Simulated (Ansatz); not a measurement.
# Au: what the electrons do

Space group P-1; the calculation finds a residual pressure of about −12 GPa at this fixed cell. This isn't the usual form at ambient conditions. The cell comes from a database of computed structures, not from a measurement.

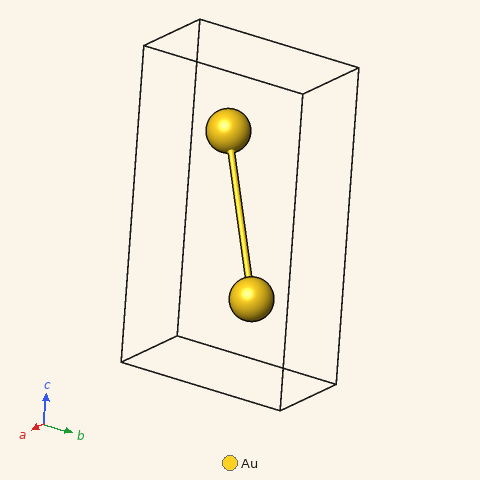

The conventional cell.

The calculation's input:

```
crystal:
  lattice:
    - [2.8154890579, 0.0, 0.0]
    - [-0.0129553469, 2.8201795887, 0.0]
    - [-1.1378916452, -1.1854109603, 4.9240140333]
  atoms:
    - { symbol: Au, position: [0.327138, 0.334038, 0.725945] }
    - { symbol: Au, position: [0.672862, 0.665962, 0.274055] }
basis:
  ecutwfc: 420
  fft_grid_basis: typed
kpoints:
  mp_grid: { grid: [12, 12, 8] }
hamiltonian:
  xc: lda
  pseudopotentials: { kind: paw }
scf:
  occupations: { method: gaussian, width: 0.05 }
output:
  forces: true
  stress: true
  eigenvalues: true
  bader: true
  write_density: true
  volumetric_format: npy
  elf: true
```

Command:

```sh
ansatz run input.yaml --threads 1 --pin off --max-ram 2560MiB --backend cpu --events-out ev --progress --plain --runs-dir out
```

The picture shows the conventional cell (a = 2.82 Å, b = 2.82 Å, c = 5.19 Å, α = 103.14°, β = 102.66°, γ = 90.26°).

All numbers below come from Ansatz 0.2.0, DFT LDA, scalar-relativistic, plane waves, PAW.

Core electrons are frozen (PAW), so the maps are meaningful between the atoms, not at the nuclei.

Part 1: Bonding charge

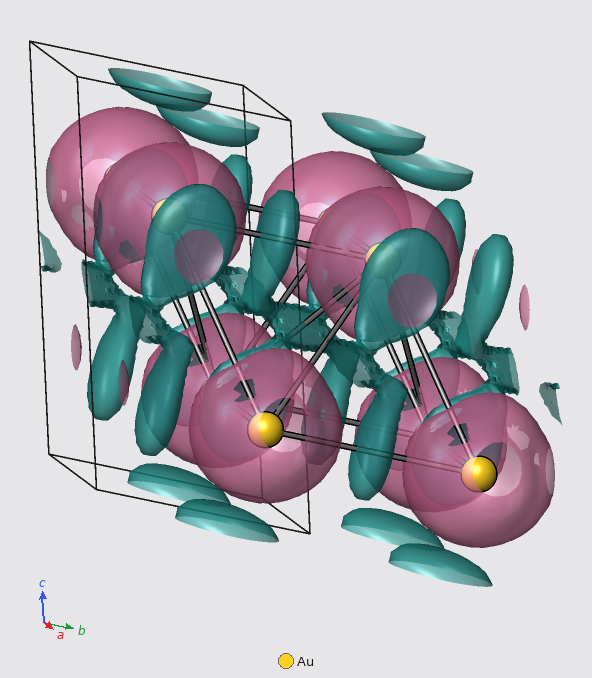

Bonding charge density, ρ(crystal) − Σ ρ(neutral atoms): teal surfaces at +0.03 and pink ones at −0.03 e/Å³, in the conventional cell, repeated, seen slightly off an axis (the regions close to the nuclei are left out). Cores are masked to 0.9 Å (Au).

> Describe the bonding charge.

Au–Au (2.74 Å): Δρ is +0.06 e/Å³ at the midpoint.
- Over the whole cell, outside the masked cores, the largest gain, 0.06 e/Å³, lies 1.4 Å from a gold nucleus, and the largest loss lies at the edge of the masked core of Au.
- In all about 0.25 e an atom is rearranged against the free atoms.

Part 2: States by energy

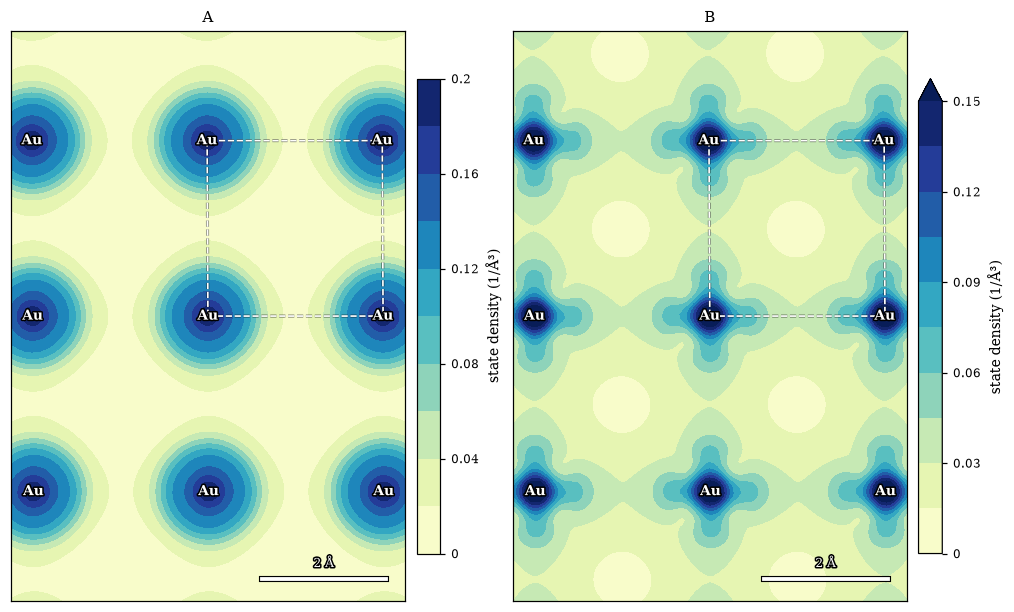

Au: densities of the states in two energy windows, on the (001) plane of the conventional cell.

> Match the panels to the energy ranges (zero at the Fermi level): −8.6 to −5.7 eV and −5.7 to −2.9 eV.

Panel A: −5.7 to −2.9 eV, the middle third of the occupied valence band, mainly Au 5d (95 %).
Panel B: −8.6 to −5.7 eV, the lower third of the occupied valence band, mainly Au 5d (50 %) and Au 6s (50 %).
The characters are Löwdin shares on a minimal set of atomic orbitals.

Part 3: Change of volume

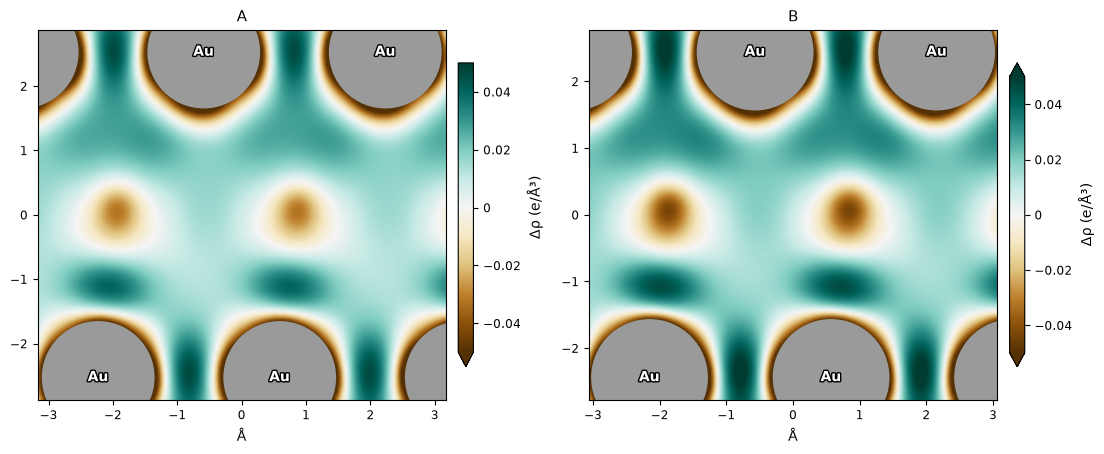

Au: deformation density on the (100) plane of the conventional cell at two volumes, with the same fractional coordinates and one colour scale. Grey discs cover the cores. Panel B has 90 % of the volume of panel A.

> What changes between the database cell and the scaled one?

From A to B, Au–Au goes from 2.74 to 2.64 Å, and Δρ at its midpoint from +0.06 to +0.07 e/Å³.
The pressure is −12 GPa in A and 3 GPa in B.
The rearranged charge is 0.25 e an atom in A and 0.26 e in B.

Part 4: Moving an atom

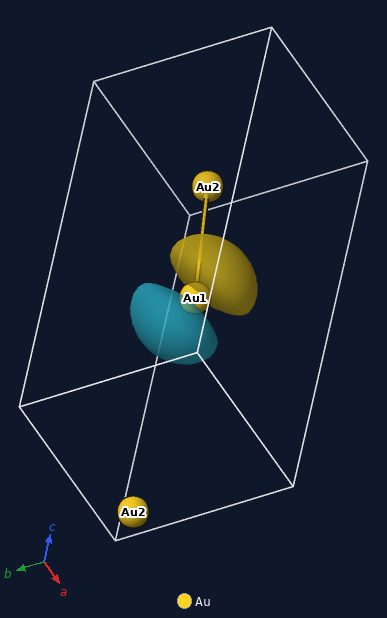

Au: one atom of the 2-atom cell (and its periodic copies) was moved a little. Density after less density before, yellow at +0.3 and cyan at −0.3 e/Å³, seen at an oblique angle; cell a = 2.82 Å, b = 2.82 Å, c = 5.19 Å, α = 103.14°, β = 102.66°, γ = 90.26°. The lobes lie largely inside the PAW sphere, where the density is a smoothed one.

> Find the displaced atom and its direction.

Au1 moved towards the yellow lobe, up and to the right in the picture. In the run the shift was 0.05 Å roughly along [0 −1 1] in the axes of the cell drawn.

> How much does the computed force on the atom change?

The force on it changes by 0.10 eV/Å along the move, against it: a stiffness of about 2 eV/Å² for this sublattice shift.

Part 5: Putting it together

The two pressures give a mean stiffness −ΔP/Δln V of about 136 GPa over this range, with the atoms held at their fractional positions.

Run times: 36 s (base cell), 20 s (state densities), 36 s (scaled cell) and 31 s (moved atom), on 1 thread of Arm Neoverse V2 (shared host).
